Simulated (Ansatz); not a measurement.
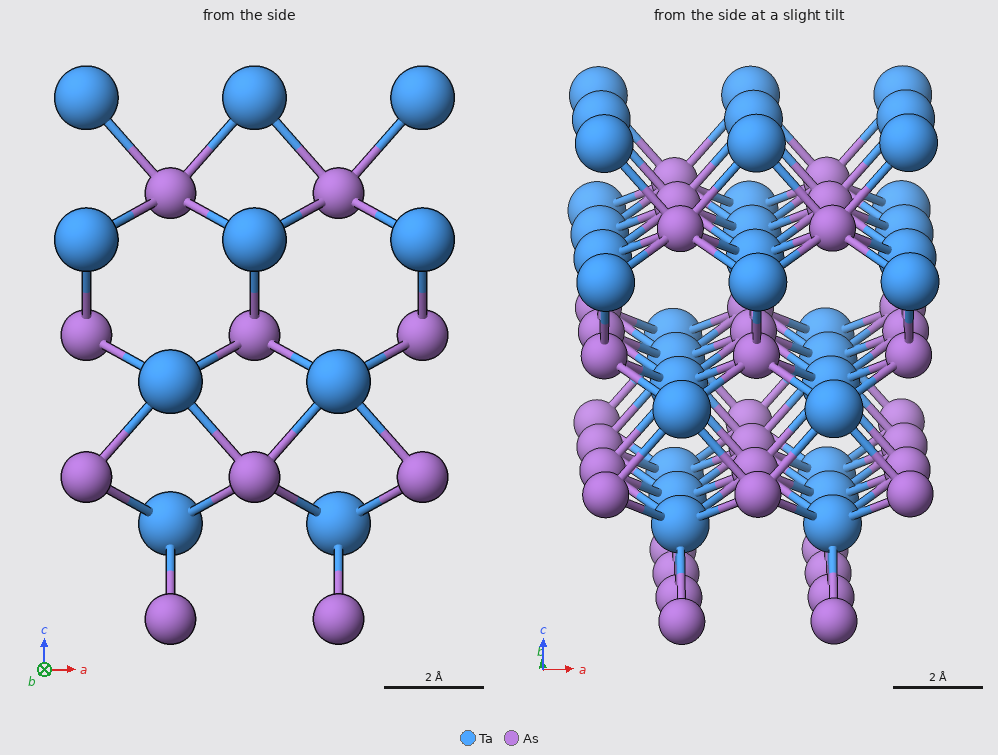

A ball-and-stick picture of a periodic slab, seen from the side and from the side at a slight tilt. The surface normal points up in side views; the vacuum is left out. 2×3 cells are drawn in the plane, with atoms at the edges repeated.

The cell holds 4 Ta, 4 As.

Q: Are the two faces alike, and what ends them?

A: The top face ends in Ta, the bottom face in As. The faces differ, so the slab can carry a dipole.

Q: Estimate the thickness.

A: About 11 Å from the lowest to the highest atom.

Q: What is the stacking of atomic planes, top to bottom?

A: Eight planes: Ta / As / Ta / As / Ta / As / Ta / As.

The initial geometry was a structure listed in the Materials Project. The cell was then strained or its atoms displaced on purpose. It was run through Ansatz as a DFT input.

At this level of theory the run's own cell isn't at rest (forces up to 1.2 eV/Å), so its distances can differ from those at equilibrium, the more so the softer the solid.
